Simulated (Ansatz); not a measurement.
**Geometry relaxation, with input and output: Zn18HO18 (part 2 of 4)**

Zn18HO18 (defect cell, 37 atoms in the cell); DFT PBE, scalar-relativistic, plane waves, PAW, spin-polarised (Ansatz 0.2.0); cutoff 420 eV, 2×2×2 k-mesh, Gaussian smearing of 0.02 eV, collinear spins. The structure derives from a Materials Project entry. It belongs to a series of runs on one base structure; here: H_i, charge +0, atoms relaxed at the host's cell.

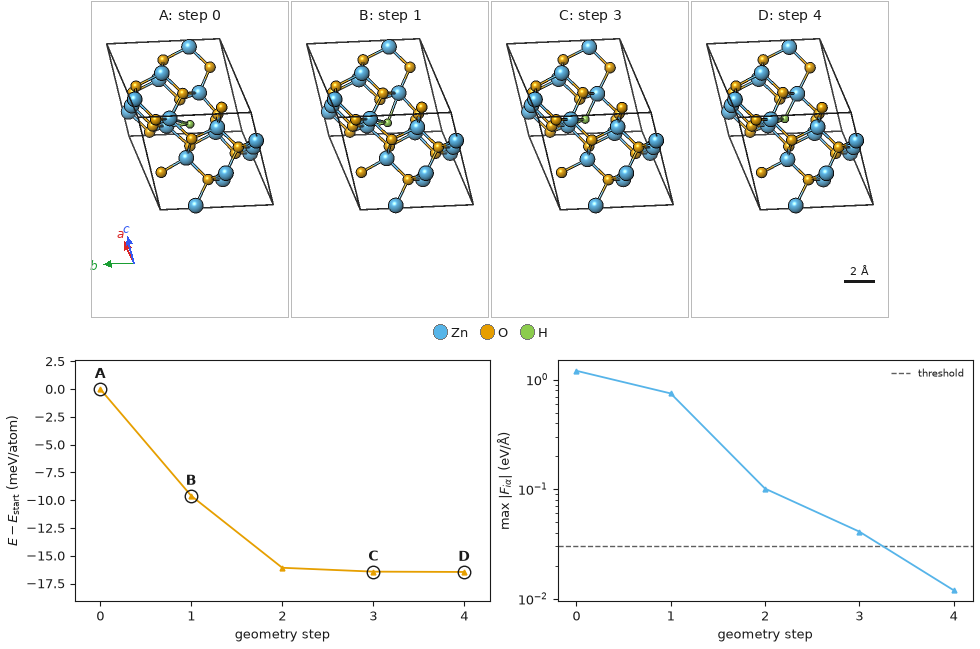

Figure 1. Frames of the relaxation (ball-and-stick view of the cell of the calculation (origin shifted), seen at an oblique angle) above the curves, on which the letters mark them (the first geometry is step 0 here and step 1 in the log).

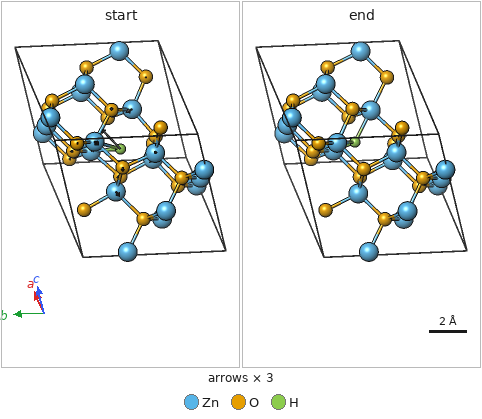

Figure 2. Before (left) and after (right) the relaxation, at one scale (ball-and-stick view of the cell of the calculation (origin shifted), seen at an oblique angle). The black arrows give the displacements, magnified 3 times. The largest move is that of H37, 0.52 Å. By element the largest moves are H 0.52 Å, Zn 0.15 Å, O 0.10 Å. The cell stays as it was. Among the contacts that change: Zn11–H37 2.287 → 1.938 Å, Zn17–H37 2.248 → 1.937 Å, Zn15–H37 2.229 → 1.938 Å, Zn9–O27 2.106 → 2.001 Å. Among the angles that change: O33–Zn15–H37 54.9° → 74.0°, Zn15–H37–Zn17 95.3° → 111.3°, O35–Zn17–H37 58.3° → 74.0°. After 4 geometry steps the energy has fallen by 16.5 meV per atom. The largest force component goes from 1.2 to 0.012 eV/Å. (Atoms are counted from 1 in the order of the input.)

```
SCF converged after 8 iterations
Magnetization: 1.0000 μB (163.0000 up, 162.0000 down)
Absolute magnetization: 1.0968 μB (∫|ρ↑−ρ↓|, with the PAW one-centre terms)
Spin contamination: 0.0041 ħ² per cell (⟨S²⟩ above its minimum at these occupations)
Per-site moments (μB) at R_I (Å): [(0.006976604239225965, 0.8174144992972637), (0.006977223101235667, 0.8174111652291803), (0.0002262784213485865, 0.8237606567931266), (0.00022636591272418724, 0.823760906599487), (0.006976913844935084, 0.8174174146605901), (-5.375259898874466e-6, 0.8254363534943997), (0.0002262945565916558, 0.8237613532766053), (-5.935333968096754e-6, 0.8254329373556433), (-5.946425133059355e-6, 0.825443977104515), (0.0005005896874768697, 0.8226339886921534), (0.023503640818764084, 0.799312563023572), (0.0005005504600303887, 0.8226207389253402), (0.003681826504628933, 0.8173227867950021), (0.0005005257652290808, 0.8226248320176597), (0.02350856582805013, 0.7992970881264797), (0.0036797353700565648, 0.8173280569585928), (0.023548082018376458, 0.7990995438106677), (0.0036819964339386015, 0.8173280897610107), (0.0800259866520559, 0.8173227867950021), (0.08003560875500118, 0.8173280897610107), (-0.0004908330732600079, 0.8268304322971411), (-0.0004906562897519361, 0.8268411235567221), (0.07995714057001442, 0.8173280569585928), (0.007442985556201802, 0.8221271337814022), (-0.0004906527651334941, 0.8268348802100599), (0.007439340060546621, 0.8221304258126804), (0.00743901433771945, 0.822132447997893), (0.006406291756733724, 0.8215751044265512), (0.052451859114417666, 0.8174111652291803), (0.00640710910954983, 0.8215722221762257), (0.0011012767696506097, 0.8254719781271255), (0.006407393123692245, 0.8215730494597352), (0.05245231102711653, 0.8174144992972637), (0.001101249143431238, 0.8254802359614621), (0.052500602487145075, 0.8174174146605901), (0.0011012573895843741, 0.8254734943206746), (0.35584624677707, 0.7990995438106677)]
Free energy (F): -69976.796648 eV
Harris-Foulkes:  -69976.796648 eV  (|F-HF|=1.95e-8)
Internal energy: -69976.796648 eV  (E = F + TS)
E sigma→0 (E₀):  -69976.796648 eV
Fermi energy:    7.499953 eV
--- Per-component energies (eV) ---
  E_band       = 468.331912
  E_kinetic    = 5504.874447
  E_local      = -36429.572829  (includes V_loc(G=0)·N_el)
  E_nonlocal   = 12014.895124
  E_hartree    = 14952.561895
  E_xc         = -3783.795436
  E_vxc        = -2613.862062  (∫ρ·V_xc dr)
  E_paw        = -35822.537014  (= ΣΔE_a)
  E_vpaw       = -7913.159216  (= ΣTr[D̂ρ^β])
  E_aug_tail   = 0.036365  (compensation charges beyond the density's cutoff)
  E_ewald      = -26413.259200
  E_smearing   = -0.000000  (= −TS)
  E_closure    = -0.000000  (closes the sum)
  Σ components = -69976.796648   (vs F -69976.796648, Δ=0.00e0)
--- Forces (eV/Å), atoms counted from 1 ---
  atom   1  Zn    -0.00003011    -0.00110251    -0.00343051
  atom   2  Zn    -0.00092091     0.00052824    -0.00323219
  atom   3  Zn    -0.00053133     0.00017619    -0.00006505
  atom   4  Zn     0.00043060     0.00025020    -0.00021878
  atom   5  Zn     0.00104162     0.00063048    -0.00348760
  atom   6  Zn    -0.00081340    -0.00046967    -0.00142707
  atom   7  Zn    -0.00022541    -0.00051764    -0.00018327
  atom   8  Zn     0.00011274     0.00087742    -0.00149960
  atom   9  Zn     0.00089549    -0.00049397    -0.00173487
  atom  10  Zn     0.00011013    -0.00002293     0.00022772
  atom  11  Zn     0.01048582    -0.00598786     0.00101760
  atom  12  Zn    -0.00034038     0.00018239    -0.00003263
  atom  13  Zn    -0.00008739    -0.00402712     0.00164424
  atom  14  Zn    -0.00005459    -0.00026867     0.00014969
  atom  15  Zn     0.00007363     0.01196484     0.00082087
  atom  16  Zn     0.00345445     0.00196963     0.00160058
  atom  17  Zn    -0.01033791    -0.00589175     0.00080676
  atom  18  Zn    -0.00341468     0.00193438     0.00150409
  atom  19  O      0.00009409    -0.00006430     0.00196261
  atom  20  O     -0.00005483     0.00013350     0.00200241
  atom  21  O     -0.00116471     0.00066424     0.00057434
  atom  22  O      0.00098993     0.00070033     0.00035805
  atom  23  O      0.00012978    -0.00003035     0.00195866
  atom  24  O     -0.00077703    -0.00033469    -0.00074964
  atom  25  O     -0.00000206    -0.00126046     0.00046181
  atom  26  O     -0.00002991     0.00091918    -0.00090960
  atom  27  O      0.00090387    -0.00049874    -0.00088525
  atom  28  O      0.00001567     0.00004020    -0.00036180
  atom  29  O     -0.00000227     0.00015241     0.00014508
  atom  30  O     -0.00020688    -0.00004053    -0.00042902
  atom  31  O      0.00001956    -0.00002069    -0.00021931
  atom  32  O      0.00003830    -0.00008516    -0.00053783
  atom  33  O     -0.00007671    -0.00017013     0.00030897
  atom  34  O     -0.00009936     0.00000348    -0.00006065
  atom  35  O      0.00010755     0.00012699     0.00018118
  atom  36  O      0.00005543    -0.00011065    -0.00014592
  atom  37  H      0.00021057     0.00014373     0.00384857
  max |Σ_I F_I| component: 3.73e-5 eV/Å
--- Band table (eV; the first three rows and the last of 8) ---
  k-point 0 ↑: bands = ["-10.9942", "-10.6386", "-10.6386", "-10.6270", "-10.5302", "-10.4906", "-10.4906", "-10.4685", "-10.3995", "-10.3995", "-10.3887", "-10.2917", "-10.2916", "-10.2746", "-10.2745", "-10.2469", "-10.2390", "-10.2389", "-0.0474", "0.8470", "0.8470", "0.8732", "0.8793", "0.8883", "0.8883", "0.9245", "0.9245", "1.0624", "1.1100", "1.1679", "1.1765", "1.1765", "1.1966", "1.2218", "1.2397", "1.2397", "1.3068", "1.3068", "1.3401", "1.3401",
      "1.3527", "1.3528", "1.3835", "1.3835", "1.4041", "1.4561", "1.4685", "1.4685", "1.5150", "1.5150", "1.5195", "1.5311", "1.5590", "1.5590", "1.5697", "1.5770", "1.5770", "1.5972", "1.5972", "1.6223", "1.6544", "1.7035", "1.7275", "1.7275", "1.7810", "1.8174", "1.8395", "1.8395", "1.9464", "1.9465", "1.9643", "1.9643", "2.0292", "2.1623", "2.1623", "2.1754", "2.1821", "2.2375", "2.2376", "2.2841",
      "2.2861", "2.3105", "2.3105", "2.3375", "2.3545", "2.3545", "2.3586", "2.3735", "2.3735", "2.3803", "2.4082", "2.4082", "2.4212", "2.4225", "2.4309", "2.4309", "2.4489", "2.4489", "2.4849", "2.4849", "2.4861", "2.5791", "2.5791", "2.6090", "2.6090", "2.6197", "2.6285", "2.6285", "2.8965", "3.0140", "3.0140", "3.1396", "3.1396", "3.1860", "3.1964", "3.1964", "3.3732", "3.4608", "3.5609", "3.5993",
      "3.5993", "3.6237", "3.6942", "3.6942", "3.7423", "3.8360", "3.8360", "4.4366", "4.4877", "4.4877", "4.6450", "4.8031", "4.9716", "4.9762", "4.9762", "5.0160", "5.0712", "5.0712", "5.2066", "5.2066", "5.2274", "5.2274", "5.4157", "5.4204", "5.4204", "5.5505", "5.6332", "5.6332", "5.6628", "5.7272", "5.7301", "5.7301", "5.9319", "5.9522", "5.9522", "6.0841", "6.0841", "6.1288", "6.1324", "6.1324",
      "6.6167", "6.6167", "7.0474", "8.8999", "10.9278", "10.9278", "11.1692", "11.3797", "11.5857", "11.5857", "11.6267", "12.3971", "12.3971", "13.0245", "13.8991", "13.8992", "13.9267", "14.2131", "14.2132", "14.3538", "14.3538", "14.5761", "14.6088", "14.6827", "14.8214", "14.8214", "14.9114", "15.1939", "15.2605", "15.2605", "15.3129", "15.4096", "15.4097", "15.5127", "15.6071", "15.6071", "15.6599", "16.1317", "16.1318", "16.3831"]
  k-point 1 ↑: bands = ["-10.9414", "-10.7333", "-10.6620", "-10.6573", "-10.5733", "-10.4493", "-10.4466", "-10.4040", "-10.3794", "-10.3785", "-10.3585", "-10.3253", "-10.3193", "-10.2973", "-10.2962", "-10.2576", "-10.2229", "-10.2198", "-0.0239", "0.8993", "0.9285", "0.9459", "0.9478", "0.9625", "0.9687", "0.9894", "1.0242", "1.0258", "1.0441", "1.0687", "1.0811", "1.0907", "1.1021", "1.2222", "1.2379", "1.2706", "1.2971", "1.3000", "1.3140", "1.3189",
      "1.3522", "1.3606", "1.3657", "1.3727", "1.3817", "1.4107", "1.4147", "1.4434", "1.4486", "1.4647", "1.4737", "1.4953", "1.5086", "1.5343", "1.5770", "1.5790", "1.5952", "1.6211", "1.6212", "1.6401", "1.6572", "1.6866", "1.7128", "1.7204", "1.7365", "1.7447", "1.7598", "1.8296", "1.8612", "1.8810", "1.9084", "1.9557", "2.1543", "2.1871", "2.1897", "2.2107", "2.2156", "2.2502", "2.2579", "2.2607",
      "2.2952", "2.3137", "2.3302", "2.3356", "2.3403", "2.3615", "2.3717", "2.3743", "2.3908", "2.3975", "2.4088", "2.4211", "2.4448", "2.4513", "2.4600", "2.4741", "2.4845", "2.5023", "2.5145", "2.5209", "2.5235", "2.5353", "2.5452", "2.5585", "2.5939", "2.5959", "2.6713", "2.6985", "2.8001", "2.9041", "2.9328", "2.9767", "3.1079", "3.1774", "3.1900", "3.3278", "3.3556", "3.3832", "3.4710", "3.5034",
      "3.5523", "3.9177", "3.9925", "4.0604", "4.2531", "4.3284", "4.3490", "4.3990", "4.5044", "4.5557", "4.5788", "4.5828", "4.5980", "4.6947", "4.8044", "4.9126", "4.9586", "5.0644", "5.1131", "5.1482", "5.2823", "5.2825", "5.4271", "5.4724", "5.5231", "5.5785", "5.6107", "5.6237", "5.6395", "5.6422", "5.6621", "5.6702", "5.7518", "5.8927", "5.9329", "5.9472", "5.9842", "6.0640", "6.0656", "6.2163",
      "6.4461", "6.5297", "7.1458", "9.2486", "10.4792", "10.8073", "11.0397", "11.4456", "12.1342", "12.3993", "12.4269", "12.7101", "12.7186", "12.8630", "13.1417", "13.1625", "13.1960", "13.2695", "13.5854", "14.2886", "14.5133", "14.6555", "14.7282", "14.8152", "14.9057", "15.0296", "15.0548", "15.1252", "15.1473", "15.2053", "15.2728", "15.3416", "15.3916", "15.9564", "16.0760", "16.0976", "16.6261", "16.6289", "16.8293", "16.8639"]
  k-point 2 ↑: bands = ["-10.9414", "-10.7333", "-10.6620", "-10.6573", "-10.5733", "-10.4493", "-10.4466", "-10.4040", "-10.3794", "-10.3785", "-10.3585", "-10.3253", "-10.3194", "-10.2973", "-10.2962", "-10.2576", "-10.2229", "-10.2198", "-0.0239", "0.8993", "0.9285", "0.9459", "0.9478", "0.9625", "0.9687", "0.9894", "1.0242", "1.0258", "1.0441", "1.0687", "1.0811", "1.0907", "1.1021", "1.2222", "1.2378", "1.2706", "1.2970", "1.3000", "1.3140", "1.3189",
      "1.3522", "1.3606", "1.3657", "1.3727", "1.3817", "1.4107", "1.4147", "1.4434", "1.4485", "1.4647", "1.4737", "1.4952", "1.5085", "1.5343", "1.5770", "1.5790", "1.5952", "1.6211", "1.6212", "1.6401", "1.6572", "1.6866", "1.7128", "1.7204", "1.7365", "1.7447", "1.7598", "1.8296", "1.8612", "1.8810", "1.9083", "1.9557", "2.1542", "2.1871", "2.1897", "2.2107", "2.2156", "2.2502", "2.2580", "2.2606",
      "2.2952", "2.3137", "2.3302", "2.3356", "2.3403", "2.3616", "2.3717", "2.3743", "2.3908", "2.3975", "2.4088", "2.4211", "2.4448", "2.4513", "2.4600", "2.4741", "2.4845", "2.5023", "2.5145", "2.5209", "2.5235", "2.5353", "2.5452", "2.5585", "2.5939", "2.5959", "2.6713", "2.6985", "2.8001", "2.9041", "2.9329", "2.9767", "3.1079", "3.1774", "3.1900", "3.3278", "3.3556", "3.3831", "3.4710", "3.5034",
      "3.5523", "3.9177", "3.9925", "4.0604", "4.2531", "4.3284", "4.3490", "4.3990", "4.5044", "4.5557", "4.5788", "4.5828", "4.5980", "4.6947", "4.8044", "4.9127", "4.9586", "5.0644", "5.1131", "5.1482", "5.2823", "5.2825", "5.4271", "5.4724", "5.5231", "5.5785", "5.6108", "5.6237", "5.6395", "5.6423", "5.6621", "5.6702", "5.7517", "5.8927", "5.9329", "5.9472", "5.9843", "6.0640", "6.0656", "6.2163",
      "6.4461", "6.5297", "7.1458", "9.2486", "10.4792", "10.8073", "11.0397", "11.4456", "12.1342", "12.3993", "12.4269", "12.7102", "12.7186", "12.8629", "13.1417", "13.1624", "13.1960", "13.2695", "13.5854", "14.2886", "14.5133", "14.6556", "14.7282", "14.8152", "14.9057", "15.0295", "15.0548", "15.1254", "15.1472", "15.2053", "15.2727", "15.3417", "15.3916", "15.9563", "16.0760", "16.0976", "16.6261", "16.6289", "16.8293", "16.8638"]
```
